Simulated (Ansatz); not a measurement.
## Single-point calculation, with input and output: Al2Ru

System: Al2Ru (6 atoms in the cell).
Method: DFT PBEsol, scalar-relativistic, plane waves, PAW, no spin polarisation (Ansatz 0.2.0).

The structure derives from a Materials Project entry. It belongs to a series of runs on one base structure; here: the database's cell and atoms. Figures and captions count atoms from 1; the log counts them from 0 in places.

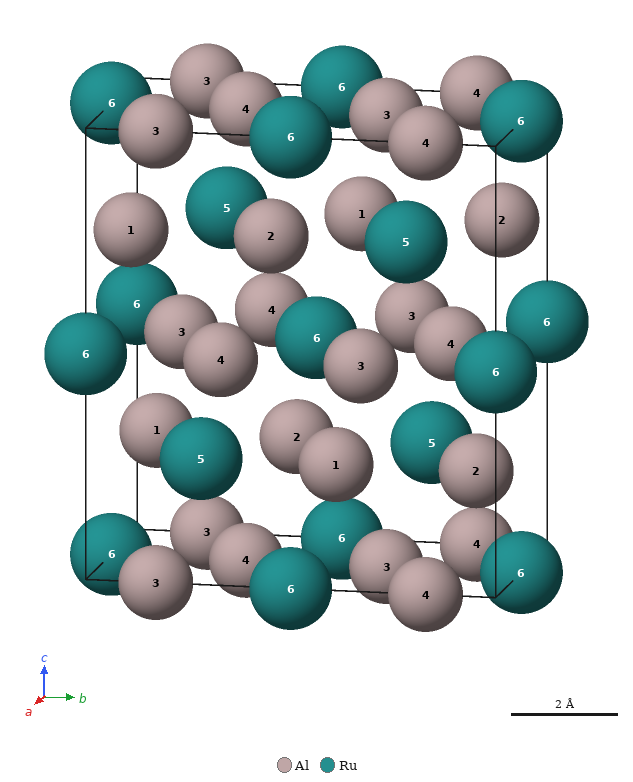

**Figure 1.** The structure as given in the input (spheres-only view of the cell 4 times as large as that of the calculation, set on its symmetry axes, seen slightly off an axis; atoms are numbered from 1 in the order of the input).

Input
```yaml
crystal:
  lattice:
    - [0.0, 3.9898374997, 4.3915250777]
    - [2.3524746913, 0.0, 4.3915250777]
    - [2.3524746913, 3.9898374997, 0.0]
  atoms:
    - { symbol: Al, position: [0.07906103, 0.42093897, 0.07906103] }
    - { symbol: Al, position: [0.42093897, 0.07906103, 0.42093897] }
    - { symbol: Al, position: [0.17093897, 0.82906103, 0.17093897] }
    - { symbol: Al, position: [0.82906103, 0.17093897, 0.82906103] }
    - { symbol: Ru, position: [0.75, 0.75, 0.75] }
    - { symbol: Ru, position: [0.5, 0.5, 0.5] }
basis:
  ecutwfc: 420
kpoints:
  mp_grid: { grid: [10, 10, 10] }
hamiltonian:
  xc: pbesol
scf:
  occupations: { method: gaussian, width: 0.01 }
output:
  forces: true
  stress: true
  eigenvalues: true
  populations: true
  write_density: true
  write_potential: true
  elf: true
  volumetric_format: npy
```

Hardware: 1 thread of Intel Xeon @ 2.50GHz (Skylake/Cascade Lake), 192 GiB of memory available, shared host.

Launched with:
```bash
ansatz run input.yaml --threads 1 --pin off --max-ram 2560MiB --backend cpu --events-out ev --progress --plain --runs-dir out
```

Log
```
Engine: ansatz 0.2.0, x86_64-unknown-linux-gnu
Pseudopotentials: kind: paw
Pseudopotential: Al, paw, valence charge 3, recommended cutoff 420 eV (normal), Al.paw.azcp
Pseudopotential: Ru, paw, valence charge 16, recommended cutoff 420 eV (normal), Ru.paw.azcp
Functional definition: PBEsol
  exchange = pbesol_x
  correlation = pbesol_c
Crystal: 6 atoms, lattice volume = 82.438 Å³
Basis set: ecut = 420 eV, 1625 PW (Γ), exchange–correlation on 80×72×64 points (8 copies of the dense FFT grid, shifted against one another)
Bands: 28, of which v1, the nominal top of the filled ones, is band 22 counted from 1 (21 counted from 0)
Symmetry: 8 space group operations
Space group: Fddd (ITA 70), of the structure as read, at distance tolerance 4.4e-5 Å
k-points: 171 of 1000
Non-local potential: Al, projectors of the file, l = 0: 2, l = 1: 2, l = 2: 1
Non-local potential: Ru, projectors of the file, l = 0: 3, l = 1: 2, l = 2: 2, l = 3: 1
PAW form: soft (Blöchl's): semilocal exchange-correlation on the pseudo side does not see the compensation charge
PAW frozen core: Al, regenerated for the run's functional, and the local potential with it (the file was generated under x = pbe(κ = 0.804, μ = 0.2195149727645171), c = pbe(β = 0.06672455060314922))
PAW frozen core: Ru, regenerated for the run's functional, and the local potential with it (the file was generated under x = pbe(κ = 0.804, μ = 0.2195149727645171), c = pbe(β = 0.06672455060314922))
PAW one-centre angular grid: Al, 110 points (default); XC on 64 Gauss nodes
PAW one-centre angular grid: Ru, 590 points (default); XC on 64 Gauss nodes
Initial density: superposition of atomic densities (neutral atoms: chi_scale 0, normalization atom), corrected by the library's trained network
Initial wavefunctions: pseudopotential atomic-orbital guess
Functional: x = pbesol(κ = 0.804, μ = 0.12345679012345678), c = pbesol(β = 0.046)
SCF iter   1: F=—  HF=-13735.326425 eV  |F-HF|=—  |Δ(HF+E_count)|=         —  Δρ=6.57e-3  dr2=3.87e-2  ethr=1.77e-3  ⟨swp⟩=7.2  Hψ=22820  notcnv=0
preconditioner: auto → none  [insulator: Δε(μ)=0.159 eV  Ē_g=6.529 eV  σ=0.010 eV  W_gap=1.00  n_scr=16 (ndim 8)  ℏωp=21.6 eV  f_vac=0.000  D(μ)=0.00/eV (n_scr^D=0)  ε∞_Penn≈12.0]
SCF iter   2: F=—  HF=-13735.319922 eV  |F-HF|=—  |Δ(HF+E_count)|=   6.50e-3  Δρ=1.90e-3  dr2=1.40e-3  ethr=8.79e-5  ⟨swp⟩=3.0  Hψ=9223  notcnv=0  defer=250
SCF iter   3: F=—  HF=-13735.319836 eV  |F-HF|=—  |Δ(HF+E_count)|=   8.61e-5  Δρ=6.06e-4  dr2=9.00e-5  ethr=3.19e-6  ⟨swp⟩=2.3  Hψ=7732  notcnv=0  defer=250
SCF iter   4: F=—  HF=-13735.319826 eV  |F-HF|=—  |Δ(HF+E_count)|=   9.80e-6  Δρ=3.41e-5  dr2=8.40e-7  ethr=2.05e-7  ⟨swp⟩=1.3  Hψ=4623  notcnv=0  defer=250
iter 5 did not close the SCF: its close was put off for the readings that it lacked (scf_convergence_deferred on its scf_iter line)
SCF iter   5: F=-13735.319826 eV  HF=-13735.319826 eV  |F-HF|=1.31e-9  |Δ(HF+E_count)|=   2.36e-7  Δρ=1.04e-5  dr2=3.40e-8  ethr=1.91e-9  ⟨swp⟩=2.0  Hψ=8196  notcnv=0  defer=250
SCF iter   6: F=-13735.319826 eV  HF=-13735.319826 eV  |F-HF|=6.18e-11  |Δ(HF+E_count)|=   6.18e-9  Δρ=1.55e-6  dr2=6.96e-10  ethr=7.73e-11  ⟨swp⟩=8.6  Hψ=28511  notcnv=0
SCF 1 converged in 6 iterations: F = -13735.319826 eV  dr2 = 6.96e-10
  greatest PAW one-centre occupation: 0.999 electrons in one spin orbital (limit 2), on the Ru atom at site 5 (counted from 0), in its partial waves of l = 0
SCF converged after 6 iterations
Free energy (F): -13735.319826 eV
Harris-Foulkes:  -13735.319826 eV  (|F-HF|=6.18e-11)
Internal energy: -13735.319826 eV  (E = F + TS)
E sigma→0 (E₀):  -13735.319826 eV
Fermi energy:    14.122244 eV
--- Per-component energies (eV) ---
  E_band       = -290.505399
  E_kinetic    = 1133.433783
  E_local      = -4206.612822  (includes V_loc(G=0)·N_el)
  E_nonlocal   = 732.894477
  E_hartree    = 1556.383566
  E_xc         = -542.023565
  E_vxc        = -601.047224  (∫ρ·V_xc dr)
  E_paw        = -8620.070193  (= ΣΔE_a)
  E_vpaw       = -461.940270  (= ΣTr[D̂ρ^β])
  E_aug_tail   = -0.000401  (compensation charges beyond the density's cutoff)
  E_ewald      = -3789.907819
  E_core_change = 0.583148  (= ΣΔE_core)
  E_smearing   = -0.000000  (= −TS)
  E_closure    = -0.000000  (closes the sum)
  Σ components = -13735.319826   (vs F -13735.319826, Δ=0.00e0)
--- Forces (eV/Å), atoms counted from 1 ---
  atom   1  Al     0.00000000    -0.01498301     0.00000000
  atom   2  Al     0.00000000     0.01498301     0.00000000
  atom   3  Al     0.00000000     0.01498301     0.00000000
  atom   4  Al     0.00000000    -0.01498301     0.00000000
  atom   5  Ru     0.00000000     0.00000000     0.00000000
  atom   6  Ru     0.00000000     0.00000000     0.00000000
  max |Σ_I F_I| component: 6.94e-18 eV/Å
--- Stress (GPa, compression-positive) ---
       -0.523769       0.000000       0.000000
        0.000000      -0.361443       0.000000
        0.000000       0.000000      -0.698229
  P = ⅓ Tr σ = -0.5278 GPa (-5.278 kbar)
--- Band table (eV; the first three rows and the last of 171) ---
  k-point 0: bands = ["-58.4138", "-58.4011", "-28.5735", "-28.4894", "-28.4874", "-28.4382", "-28.4267", "-28.4217", "3.0375", "7.8520", "9.4152", "9.4623", "9.9500", "10.4286", "10.6242", "10.6542", "10.7997", "11.1254", "12.0760", "12.8364", "12.8626", "14.0821", "15.7526", "16.3687", "16.4312", "16.6756", "16.8593", "17.5015"]
  k-point 1: bands = ["-58.4135", "-58.4013", "-28.5725", "-28.4962", "-28.4818", "-28.4386", "-28.4268", "-28.4217", "3.1558", "7.8558", "9.0411", "9.4822", "9.6910", "10.6098", "10.6603", "10.8234", "10.9891", "11.1846", "11.9893", "12.7643", "12.8691", "13.5792", "15.6496", "15.8338", "16.3621", "16.5951", "16.8539", "17.7895"]
  k-point 2: bands = ["-58.4129", "-58.4020", "-28.5696", "-28.5043", "-28.4769", "-28.4392", "-28.4272", "-28.4214", "3.5057", "7.8186", "8.4356", "9.2335", "9.6863", "10.5142", "10.6154", "10.9973", "11.1791", "11.6788", "11.9219", "12.5110", "12.7235", "12.9401", "14.9711", "15.7042", "16.2214", "16.3229", "17.3574", "18.0704"]
  k-point 170: bands = ["-58.4074", "-58.4074", "-28.5319", "-28.5319", "-28.4719", "-28.4719", "-28.4163", "-28.4163", "4.9660", "4.9660", "8.8993", "8.8993", "10.3393", "10.3393", "10.5881", "10.5881", "11.7459", "11.7459", "12.4936", "12.4936", "12.7349", "12.7349", "16.3325", "16.3325", "16.5506", "16.5506", "17.7101", "17.7101"]
--- Löwdin populations: 6 sites ---
  site symbol       q [e]
     0     Al      2.9327
     1     Al      2.9327
     2     Al      2.9327
     3     Al      2.9327
     4     Ru     16.0046
     5     Ru     16.0046
  spilling = 0.005908 (of n_electrons = 44.000000)
```

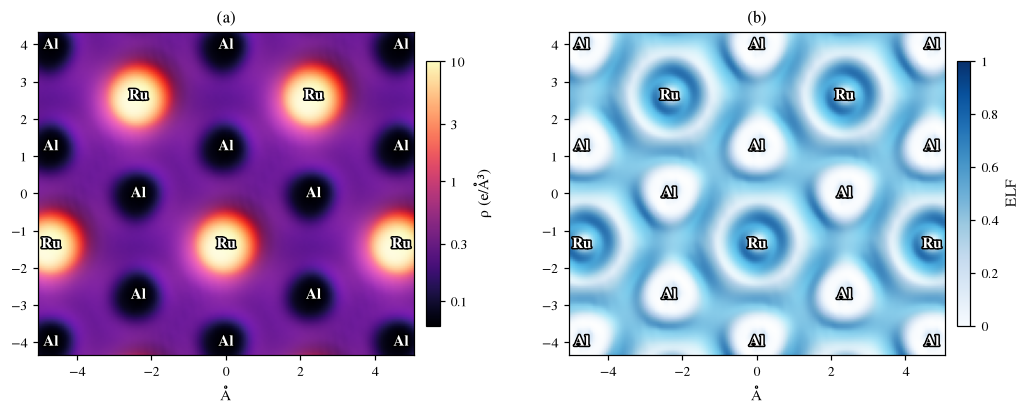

**Figure 2.** (a) valence pseudo-density; (b) electron localisation function on the (001) plane of the conventional cell. The section cuts through Al and Ru sites. Al–Ru (2.63 Å): ρ at the midpoint is about 0.35 e/Å³; the ELF is about 0.40 at the midpoint. Al–Al (2.67 Å): ρ at the midpoint is about 0.23 e/Å³; the ELF is about 0.50 at the midpoint. Al–Ru (2.72 Å): the density is about 0.32 e/Å³ at the midpoint; the ELF is about 0.40 at the midpoint. Al–Al (2.73 Å): ρ is about 0.2 e/Å³ halfway; the ELF is about 0.50 at the midpoint. Away from the nuclei the density in this plane falls to 0.2 e/Å³ at its lowest. The strong features right at Ru lie inside the PAW spheres (semicore, d or f shells) and say nothing about bonding. Core electrons are frozen (PAW), so the fields are smoothed inside the atomic spheres.

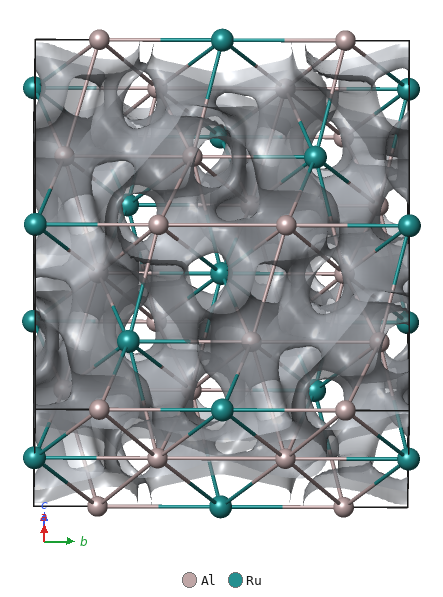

**Figure 3.** Isosurface of the electron localisation function at 0.5 (grey), seen at an oblique angle. Core shells and regions of very low density are left out. Sticks mark near contacts. The outline is the cell set on symmetry axes. The ELF exceeds this value in one network that runs through the whole crystal, counted in one cell of 24 atoms. Along the contacts the grid gives the following. Al–Ru (2.57 Å): the ELF is about 0.40 at the midpoint. Al–Al (2.60 Å): the ELF peaks at about 0.65 between the atoms.

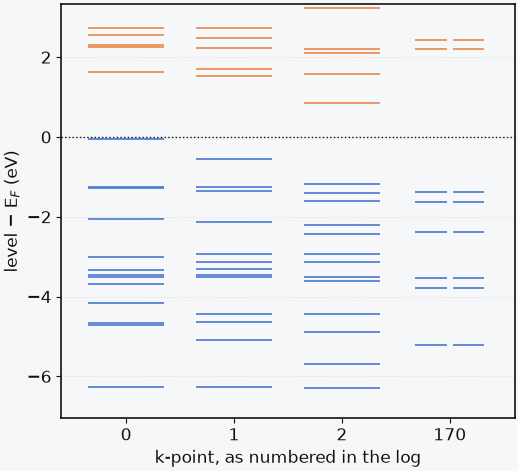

**Figure 4.** Kohn–Sham levels near the Fermi level (dotted) at the few k-points that the log prints; levels within 0.02 eV of each other stand side by side. Among these points the highest filled and lowest empty levels are 0.89 eV apart; the gap on the full mesh, 0.08 eV, has an edge at a point that isn't printed.

Key numbers

| quantity | value |
| --- | --- |
| outcome | converged |
| space group (tolerance 0.01 Å) | Fddd (70) |
| electrons treated | 44 |
| free energy | −13735.3198 eV |
| Fermi energy | 14.122 eV |
| gap on the k-point mesh | 0.08 eV |
| pressure | −0.53 GPa |
| largest force (length of the vector) | 0.015 eV/Å |
| wall time | 39 s |
| peak memory | 0.59 GiB |
